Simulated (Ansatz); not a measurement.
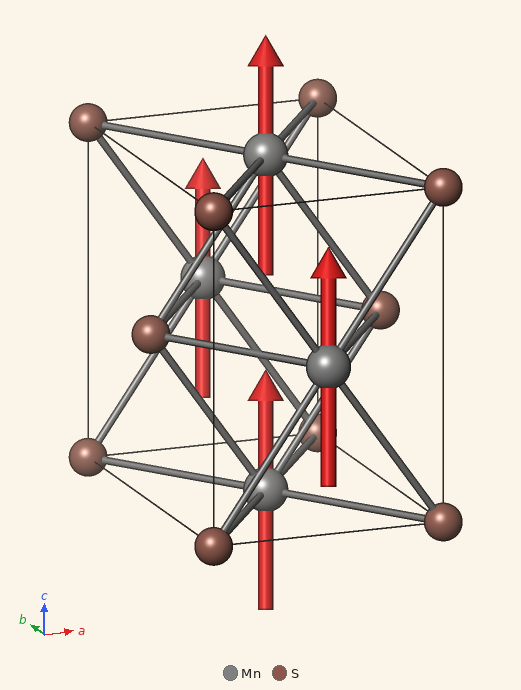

The image is a ball-and-stick drawing of a crystal, viewed slightly off an axis. The frame is the simulation cell; atoms at its boundary are shown with their periodic copies. Arrows are the site magnetic moments above 0.25 μB (those induced on non-metal atoms are left out); longer means larger, and red and blue are up and down (without spin-orbit coupling the axis itself is arbitrary).

This is the state reached for MnS. Electronic-structure method: Ansatz 0.2.0, DFT PBE, scalar-relativistic, plane waves, PAW. Parameters: a kinetic-energy cutoff of 420 eV, a 12×8×8 grid in reciprocal space, Gaussian smearing of 0.15 eV, collinear spins.

**What do the arrows say about the order?**

Ferromagnetic (within this cell). Site moments: 2 Mn +3.0 μB. The net spin moment of the whole cell is 6.1 μB.

The model was built from a structure listed in the Materials Project. Earlier steps of the study may have refined or changed the cell and positions. Ansatz was used for an electronic-structure calculation on it.
